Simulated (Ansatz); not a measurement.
**Residual resistivity of an alloy: Re(0001) with 2 layers of random Re-Zn, 2x2**

Aim: the residual resistivity of a random alloy, from Re(0001) with 2 layers of random Re-Zn, 2x2 and longer regions.

Calculated with Ansatz 0.2.0; Ansatz plane-wave DFT, PBE, PAW files; ballistic transport by layer matching (Landauer), zero bias; PAW set soft_1.

## 1. Set-up

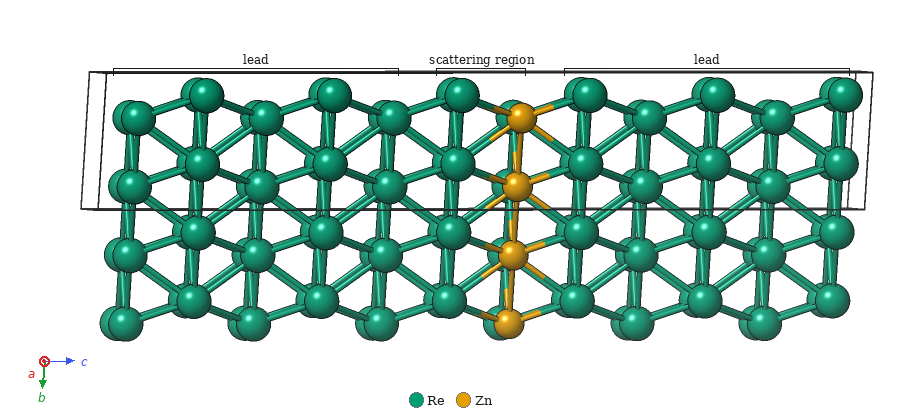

The starting structure, seen from the side, with the c axis across the page (rhenium teal, zinc orange). 1×2×1 cells are drawn.

The cell holds 48 atoms: 46 Re and 2 Zn. Cell: a = 5.522 Å, b = 5.522 Å, c = 26.749 Å, α = 90.0°, β = 90.0°, γ = 120.0°. It derives from Re. Regions: lead, 40 atoms (40 Re); scattering region, 8 atoms (6 Re and 2 Zn). The structure is stacked along c, and the current runs across the ab planes.

## 2. With 2 alloy layers

In 2 layers a share of 0.25 of the sites is given to Zn at random. The layers about the cell's end stay perfect and serve as the lead. Energies from -0.05 to 0.05 eV in steps of 0.05 eV are too few for the program's thermal sum, so it prints no conductance; for a metal the transmission near the Fermi level serves, at a fraction of the cost.

The input, input.yaml:

```yaml
crystal:
  lattice:
    - [5.5216, 0.0, 0.0]
    - [-2.7608, 4.7818458695, 0.0]
    - [0.0, 0.0, 26.7492]
  atoms:
    - { symbol: Re, position: [0.1666666667, 0.3333333333, 0.0416666667] }
    - { symbol: Re, position: [0.1666666667, 0.8333333333, 0.0416666667] }
    - { symbol: Re, position: [0.6666666667, 0.3333333333, 0.0416666667] }
    - { symbol: Re, position: [0.6666666667, 0.8333333333, 0.0416666667] }
    - { symbol: Re, position: [0.3333333333, 0.1666666667, 0.125] }
    - { symbol: Re, position: [0.3333333333, 0.6666666667, 0.125] }
    - { symbol: Re, position: [0.8333333333, 0.1666666667, 0.125] }
    - { symbol: Re, position: [0.8333333333, 0.6666666667, 0.125] }
    - { symbol: Re, position: [0.1666666667, 0.3333333333, 0.2083333333] }
    - { symbol: Re, position: [0.1666666667, 0.8333333333, 0.2083333333] }
    - { symbol: Re, position: [0.6666666667, 0.3333333333, 0.2083333333] }
    - { symbol: Re, position: [0.6666666667, 0.8333333333, 0.2083333333] }
    - { symbol: Re, position: [0.3333333333, 0.1666666667, 0.2916666667] }
    - { symbol: Re, position: [0.3333333333, 0.6666666667, 0.2916666667] }
    - { symbol: Re, position: [0.8333333333, 0.1666666667, 0.2916666667] }
    - { symbol: Re, position: [0.8333333333, 0.6666666667, 0.2916666667] }
    - { symbol: Re, position: [0.1666666667, 0.3333333333, 0.375] }
    - { symbol: Re, position: [0.1666666667, 0.8333333333, 0.375] }
    - { symbol: Re, position: [0.6666666667, 0.3333333333, 0.375] }
    - { symbol: Re, position: [0.6666666667, 0.8333333333, 0.375] }
    - { symbol: Re, position: [0.3333333333, 0.1666666667, 0.4583333333] }
    - { symbol: Re, position: [0.3333333333, 0.6666666667, 0.4583333333] }
    - { symbol: Re, position: [0.8333333333, 0.1666666667, 0.4583333333] }
    - { symbol: Re, position: [0.8333333333, 0.6666666667, 0.4583333333] }
    - { symbol: Re, position: [0.1666666667, 0.3333333333, 0.5416666667] }
    - { symbol: Re, position: [0.1666666667, 0.8333333333, 0.5416666667] }
    - { symbol: Zn, position: [0.6666666667, 0.3333333333, 0.5416666667] }
    - { symbol: Zn, position: [0.6666666667, 0.8333333333, 0.5416666667] }
    - { symbol: Re, position: [0.3333333333, 0.1666666667, 0.625] }
    - { symbol: Re, position: [0.3333333333, 0.6666666667, 0.625] }
    - { symbol: Re, position: [0.8333333333, 0.1666666667, 0.625] }
    - { symbol: Re, position: [0.8333333333, 0.6666666667, 0.625] }
    - { symbol: Re, position: [0.1666666667, 0.3333333333, 0.7083333333] }
    - { symbol: Re, position: [0.1666666667, 0.8333333333, 0.7083333333] }
    - { symbol: Re, position: [0.6666666667, 0.3333333333, 0.7083333333] }
    - { symbol: Re, position: [0.6666666667, 0.8333333333, 0.7083333333] }
    - { symbol: Re, position: [0.3333333333, 0.1666666667, 0.7916666667] }
    - { symbol: Re, position: [0.3333333333, 0.6666666667, 0.7916666667] }
    - { symbol: Re, position: [0.8333333333, 0.1666666667, 0.7916666667] }
    - { symbol: Re, position: [0.8333333333, 0.6666666667, 0.7916666667] }
    - { symbol: Re, position: [0.1666666667, 0.3333333333, 0.875] }
    - { symbol: Re, position: [0.1666666667, 0.8333333333, 0.875] }
    - { symbol: Re, position: [0.6666666667, 0.3333333333, 0.875] }
    - { symbol: Re, position: [0.6666666667, 0.8333333333, 0.875] }
    - { symbol: Re, position: [0.3333333333, 0.1666666667, 0.9583333333] }
    - { symbol: Re, position: [0.3333333333, 0.6666666667, 0.9583333333] }
    - { symbol: Re, position: [0.8333333333, 0.1666666667, 0.9583333333] }
    - { symbol: Re, position: [0.8333333333, 0.6666666667, 0.9583333333] }
kpoints:
  mp_grid: { grid: [5, 5, 1] }
hamiltonian:
  xc: pbe
  pseudopotentials: { kind: paw, azcp: { folder: soft_1 } }
scf:
  occupations: { method: fermi_dirac, width: 0.1 }
output:
  transmission:
    leads: [[0, 8]]
    kmesh: [10, 10]
    e_range: [-0.05, 0.05]
    de: 0.05
  write_potential: true
  write_density: true
  volumetric_format: npy
```

Launch:

```sh
$ ansatz run input.yaml --threads 4 --pin off --max-ram 15360MiB --backend cpu --events-out ev --progress --plain --runs-dir out
```

Numbers of over 12 decimals in the logs are rounded to 6 here.

Log:

```text
Engine: ansatz 0.2.0, aarch64-unknown-linux-gnu
Pseudopotentials: kind: paw
Pseudopotential: Re, paw, valence charge 15, recommended cutoff 420 eV (normal), soft_1/Re.paw.azcp
Pseudopotential: Zn, paw, valence charge 12, recommended cutoff 420 eV (normal), soft_1/Zn.paw.azcp
Functional definition: PBE
  parameter kappa = 0.804
  parameter beta = 0.066725
  exchange = pbe_x(kappa = kappa, mu = beta*pi^2/3)
  correlation = pbe_c(beta = beta)
Crystal: 48 atoms, lattice volume = 706.271 Å³
Basis set: ecut = 420 eV, 13787 PW (Γ)
Bands: 429, of which v1, the nominal top of the filled ones, is band 357 counted from 1 (356 counted from 0)
Symmetry: 8 space group operations
Space group: Pmm2 (ITA 25), of the structure as read, at distance tolerance 8.9e-5 Å
k-points: 9 of 25 (time reversal used)
Non-local potential: Re, projectors of the file, l = 0: 3, l = 1: 2, l = 2: 2, l = 3: 1
Non-local potential: Zn, projectors of the file, l = 0: 2, l = 1: 2, l = 2: 3, l = 3: 1
PAW form: soft (Blöchl's): semilocal exchange-correlation on the pseudo side does not see the compensation charge
PAW one-centre angular grid: Re, 590 points (default); XC on 64 Gauss nodes
PAW one-centre angular grid: Zn, 590 points (default); XC on 64 Gauss nodes
Initial density: superposition of atomic densities (chi_scale 0.1, normalization cell, long waves 67 % of neutral atoms (reshape's long-wave potential 1.67 eV rms, cloud 2.73 Å wide))
Initial wavefunctions: pseudopotential atomic-orbital guess
Functional: x = pbe(κ = 0.804, μ = 0.219515), c = pbe(β = 0.066725)
SCF iter   1: F=—  HF=-506636.099220 eV  |F-HF|=—  |Δ(HF+E_count)|=         —  Δρ=6.50e-2  dr2=4.69e2  ethr=3.10e-3  ⟨swp⟩=5.0  Hψ=12717  notcnv=0  defer=17
preconditioner: auto → Kerker (q_TF=auto, 2.733 Å⁻¹)  [metal: Δε(μ)=0.017 eV  Ē_g=5.851 eV  σ=0.100 eV  W_gap=0.04  n_scr=268 (ndim 8)  ℏωp=26.0 eV  f_vac=0.000  D(μ)=40.65/eV (n_scr^D=380)]
SCF iter   2: F=—  HF=-506628.384105 eV  |F-HF|=—  |Δ(HF+E_count)|=    7.72e0  Δρ=3.78e-2  dr2=1.92e2  ethr=3.10e-3  ⟨swp⟩=2.8  Hψ=6332  notcnv=0  defer=209
SCF iter   3: F=—  HF=-506624.916048 eV  |F-HF|=—  |Δ(HF+E_count)|=    3.47e0  Δρ=1.09e-2  dr2=7.76e-1  ethr=3.10e-3  ⟨swp⟩=3.0  Hψ=8670  notcnv=0  defer=193
SCF iter   4: F=—  HF=-506624.705501 eV  |F-HF|=—  |Δ(HF+E_count)|=   2.11e-1  Δρ=4.37e-3  dr2=3.58e-1  ethr=1.09e-4  ⟨swp⟩=2.9  Hψ=6113  notcnv=0  defer=181
SCF iter   5: F=—  HF=-506624.679595 eV  |F-HF|=—  |Δ(HF+E_count)|=   2.59e-2  Δρ=1.86e-3  dr2=1.54e-1  ethr=5.02e-5  ⟨swp⟩=2.2  Hψ=5034  notcnv=0  defer=169
SCF iter   6: F=—  HF=-506624.674426 eV  |F-HF|=—  |Δ(HF+E_count)|=   5.17e-3  Δρ=4.57e-4  dr2=6.43e-3  ethr=2.16e-5  ⟨swp⟩=2.0  Hψ=3803  notcnv=0  defer=169
SCF iter   7: F=—  HF=-506624.674004 eV  |F-HF|=—  |Δ(HF+E_count)|=   4.22e-4  Δρ=4.38e-5  dr2=8.26e-5  ethr=9.01e-7  ⟨swp⟩=2.0  Hψ=3816  notcnv=0  defer=169
SCF iter   8: F=—  HF=-506624.675568 eV  |F-HF|=—  |Δ(HF+E_count)|=   1.56e-3  Δρ=8.32e-6  dr2=1.31e-6  ethr=1.16e-8  ⟨swp⟩=2.0  Hψ=5023  notcnv=0  defer=169
SCF iter   9: F=—  HF=-506624.675569 eV  |F-HF|=—  |Δ(HF+E_count)|=   3.73e-7  Δρ=4.11e-6  dr2=7.51e-7  ethr=1.40e-11  ⟨swp⟩=10.2  Hψ=11756  notcnv=0
SCF iter  10: F=-506624.675568 eV  HF=-506624.675569 eV  |F-HF|=5.94e-8  |Δ(HF+E_count)|=   1.15e-8  Δρ=1.18e-6  dr2=6.38e-8  ethr=1.40e-11  ⟨swp⟩=1.9  Hψ=8811  notcnv=0
SCF 1 converged in 10 iterations: F = -506624.675568 eV  dr2 = 6.38e-8
  greatest PAW one-centre occupation: 1.000 electrons in one spin orbital (limit 2), on the Re atom at site 37 (counted from 0), in its partial waves of l = 0
transmission: 158 of 1550 steps passed
transmission: 311 of 1550 steps passed
[...]
transmission: 1550 of 1550 steps passed
SCF converged after 10 iterations
Free energy (F): -506624.675568 eV
Harris-Foulkes:  -506624.675569 eV  (|F-HF|=5.94e-8)
Internal energy: -506623.399437 eV  (E = F + TS)
E sigma→0 (E₀):  -506624.037503 eV
Entropy (-TS):   -1.276132 eV (-26.586 meV/atom)
Fermi energy:    23.544162 eV
--- Per-component energies (eV) ---
  E_band       = -3221.590808
  E_kinetic    = 24360.925733
  E_local      = -39478.485119  (includes V_loc(G=0)·N_el)
  E_nonlocal   = 5319.267142
  E_hartree    = 13917.427420
  E_xc         = -16564.805532
  E_vxc        = -13455.006797  (∫ρ·V_xc dr)
  E_paw        = -404202.008546  (= ΣΔE_a)
  E_vpaw       = -7803.136293  (= ΣTr[D̂ρ^β])
  E_aug_tail   = 0.001843  (compensation charges beyond the density's cutoff)
  E_ewald      = -89975.722377
  E_smearing   = -1.276132  (= −TS)
  E_closure    = -0.000000  (closes the sum)
  Σ components = -506624.675568   (vs F -506624.675568, Δ=0.00e0)
--- Band table (eV; the first three rows and the last of 9) ---
  k-point 0: bands = [... 353 lower, 23.9818, 24.0168, 24.0172, 24.1015, 24.1608, 24.1637, 24.2705, 24.2769, ... 68 higher]
  k-point 1: bands = [... 353 lower, 23.6048, 23.6524, 23.6961, 23.7191, 23.7269, 23.7345, 23.8183, 23.8400, ... 68 higher]
  k-point 2: bands = [... 353 lower, 23.2317, 23.2432, 23.3015, 23.3243, 23.3568, 23.4324, 23.4420, 23.5255, ... 68 higher]
  k-point 8: bands = [... 353 lower, 23.3036, 23.3266, 23.3436, 23.3723, 23.4548, 23.4580, 23.6809, 23.7743, ... 68 higher]
--- Transmission ---
  basis      : 235 plane waves across, 50 finite elements along
  points     : 31, standing for a mesh of 10 x 10
  energies   : 3 from -0.050000 to 0.050000 eV about the Fermi level, 0.050000 eV apart; the leads are filled to 0.000000 eV, and channels, transmission and decay are at 0.000000 eV
  crystal 0  : Re8, at the sites [0, 8], period 4.4582 Å, over 24.52 Å; its Hamiltonian steps by up to 11.0 meV
    offset         : up to 0.0000 Å between an atom of the period and one for which it stands
    channels       : 5.380000e0 a spin
    conductance    : none, the energies end too early or step too widely for 300 K: set another output.transmission.e_range or a lower de, or, where they end at an eighth of basis.ecutwfc, a higher one
  junction   : crystal 0 to crystal 0, 1.53 to 23.82 Å
    transmission   : 2.865419e0 a spin
    conductance    : none, the energies end too early or step too widely for 300 K: set another output.transmission.e_range or a lower de, or, where they end at an eighth of basis.ecutwfc, a higher one
```

Run time: 8.7 min. Hardware: 4 threads of Arm Neoverse V1, shared host; peak memory 5.9 GiB; 32 min of CPU time.

Numbers from this step:

```
free energy                                    : -506624.6756 eV
energy at zero smearing                        : -506624.0375 eV
Fermi energy                                   : 23.54 eV
cell area                                      : 26.40 Å²
transmission per spin nearest the Fermi level  : 2.865
open channels per spin nearest the Fermi level : 5.38
step of the lead's potential                   : 11 meV
```

Per spin. Table of transmission, zone mean by energy, zero at the Fermi level:

```tsv
energy (eV)	transmission, zone mean
-0.0500	2.87
0.0000	2.87
0.0500	2.69
```

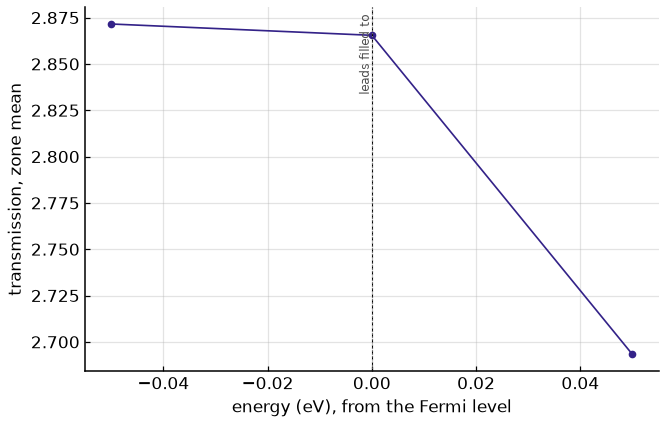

Transmission, zone mean, plotted against energy.

Per spin. The open channels, zone mean, lead by energy, zero at the Fermi level:

```tsv
energy (eV)	open channels, zone mean, lead
-0.0500	5.32
0.0000	5.38
0.0500	5.08
```

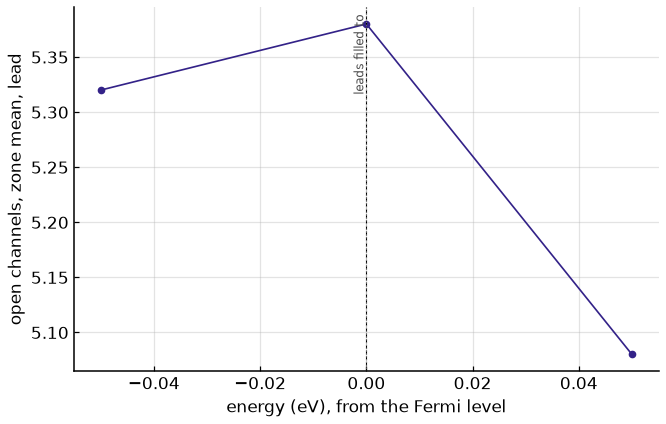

Open channels, zone mean, lead against energy.

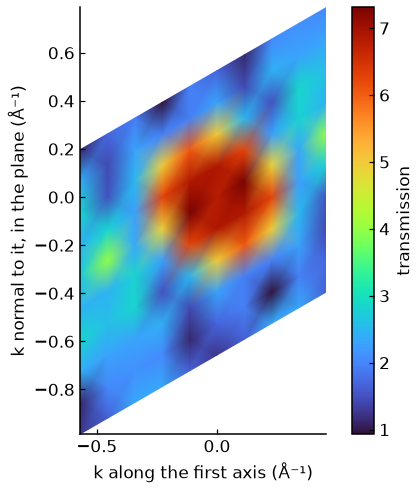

Transmission over k1 and k2. At 0.0000 eV from the Fermi level.

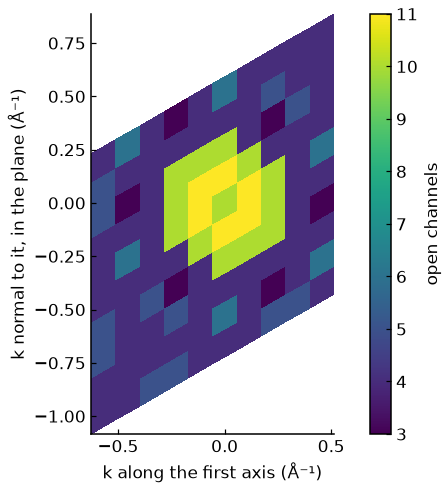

Open channels over k1 and k2. At 0.0000 eV from the Fermi level.

Over the solved energies the transmission per spin lies between 2.69 and 2.87, out of 5.26 channels of the lead on average (up to 5.38).

(Continued in part 2 of 2.)

[Logs are printed without paths, hosts, clocks, repeated set-up lines and the standing remarks that a program may print on its own settings, such as how far it seeks lower states.]

[Hosts, paths, dates, database ids (printed as entryN), source tags and the programs' standing remarks are cut or masked in the printed files.]
